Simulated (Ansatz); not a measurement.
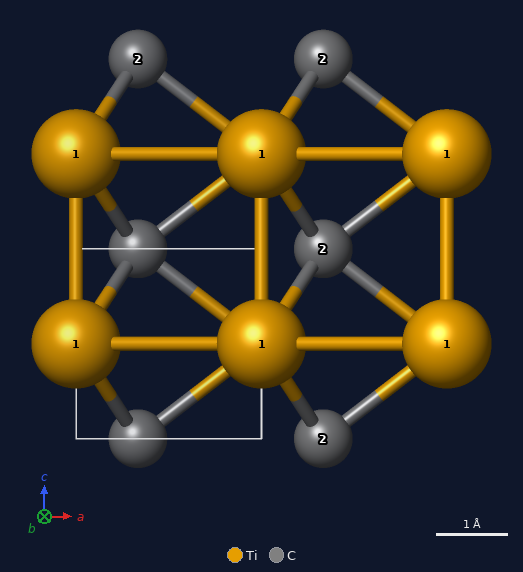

Starting structure of solid TiC (a generated structure, set up in P-6m2). Style: ball-and-stick. Shown: the cell of the calculation, repeated 2 × 1 × 2 with one cell outlined, along the b axis.

The run lets cell and atoms move.

These are results of Kohn-Sham DFT of a periodic cell, PBEsol, Ansatz PAW (Ansatz), not measurements.

Input file:
```yaml
crystal:
  lattice:
    - [3.04209, 0.0, 0.0]
    - [-1.52104, 2.63452, 0.0]
    - [0.0, 0.0, 2.69797]
  atoms:
    - { symbol: Ti, position: [0.0, 0.0, 0.5] }
    - { symbol: C, position: [0.33333, 0.66667, 0.0] }
hamiltonian:
  xc: pbesol
  pseudopotentials: { kind: paw }
kpoints:
  mp_grid: { grid: [10, 10, 10] }
scf:
  occupations: { method: fermi_dirac, width: 0.05 }
output:
  forces: true
  stress: true
  eigenvalues: true
relax:
  f_tol: 0.01
  max_steps: 40
  cell: { stress_tol: 0.05, p_target: 30.0 }
```

Command:
```bash
ansatz run input.yaml --threads 2 --pin off --max-ram 5632MiB --backend cpu --events-out ev --progress --plain --runs-dir out
```

> Where does the relaxation end?

The atoms keep their places relative to the cell (all moves are under 0.005 Å). Cell: a = b 3.042 → 2.882 Å (−5.3 %), c 2.698 → 2.622 Å (−2.8 %). Volume −12.8 %. Near-neighbour distances that change, for instance: Ti1–Ti1 3.042 → 2.882 Å, Ti1–C2 2.215 → 2.118 Å, Ti1–Ti1 (another image) 2.698 → 2.622 Å. The space group stays P-6m2 (No. 187). The energy rises by 86.8 meV per atom in 4 accepted moves (6 points after the start). With the target pressure of 30 GPa, the enthalpy E + pV changes by −171 meV per atom. All forces vanish by symmetry, so only the cell relaxes. Pressure: −6.11 GPa at the start and 30.00 GPa at the end. The SCF was repeated twice at an unchanged geometry on a basis and grid sized afresh for the cell, which shifted the energy by 1.3 meV per atom at most.

After the run, drawn alike:

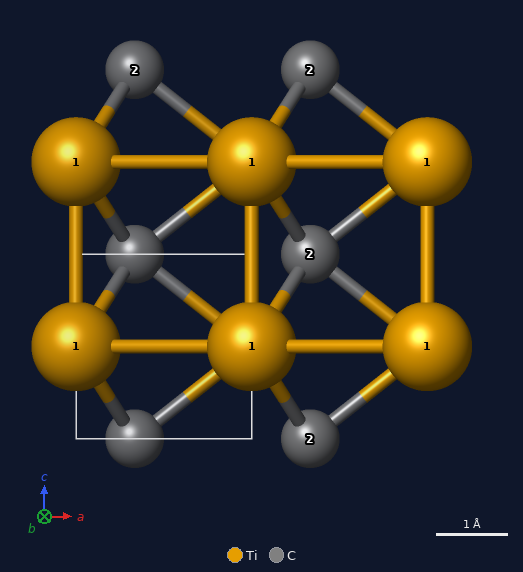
